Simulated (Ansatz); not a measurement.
Consider Pb (slab).

```cif
data_structure
_symmetry_space_group_name_H-M 'P 1'
_symmetry_Int_Tables_number 1
_cell_length_a 3.4887
_cell_length_b 3.4887
_cell_length_c 26.3942
_cell_angle_alpha 90.000
_cell_angle_beta 90.000
_cell_angle_gamma 120.000
_cell_volume 278.21
loop_
_atom_site_label
_atom_site_type_symbol
_atom_site_fract_x
_atom_site_fract_y
_atom_site_fract_z
_atom_site_occupancy
Pb1 Pb 0.66667 0.33333 0.28415 1
Pb2 Pb 0.33333 0.66667 0.39208 1
Pb3 Pb 0.00000 0.00000 0.50000 1
Pb4 Pb 0.66667 0.33333 0.60792 1
Pb5 Pb 0.33333 0.66667 0.71585 1
```

The calculation used DFT PBEsol, scalar-relativistic, plane waves, PAW (Ansatz).

> Predict the valence pseudo-density and electron localisation function between the atoms.

Pb–Pb (3.49 Å): the density is about 0.13 e/Å³ at the midpoint; the ELF is about 0.25 at the midpoint: no shared electron pair shows on this line.

> Metal or insulator at this level of theory?

It is metallic or semimetallic at this level of theory: no gap opens.

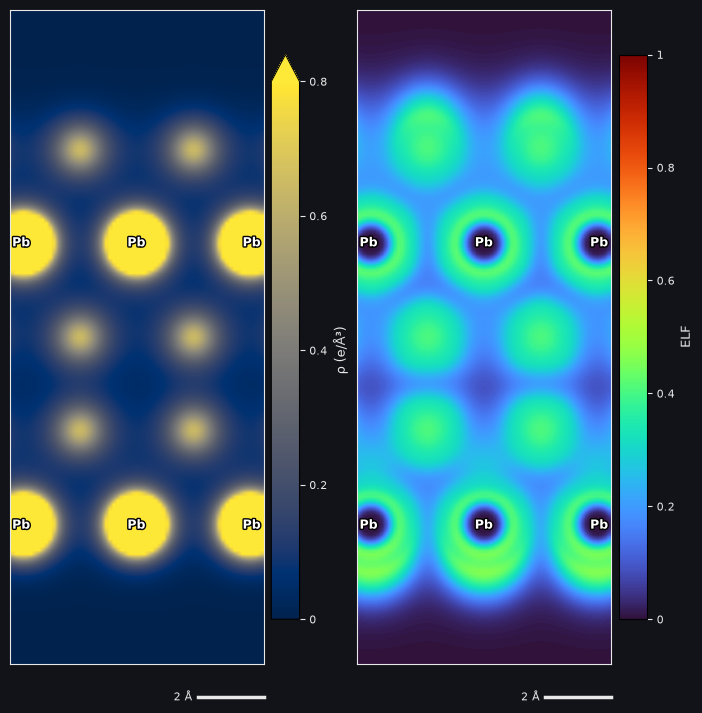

Computed valence pseudo-density and electron localisation function on the (010) plane of the calculation cell, a cut from vacuum to vacuum, in this order. 

In a PAW calculation such maps are meaningful between the atoms, not at the nuclei.
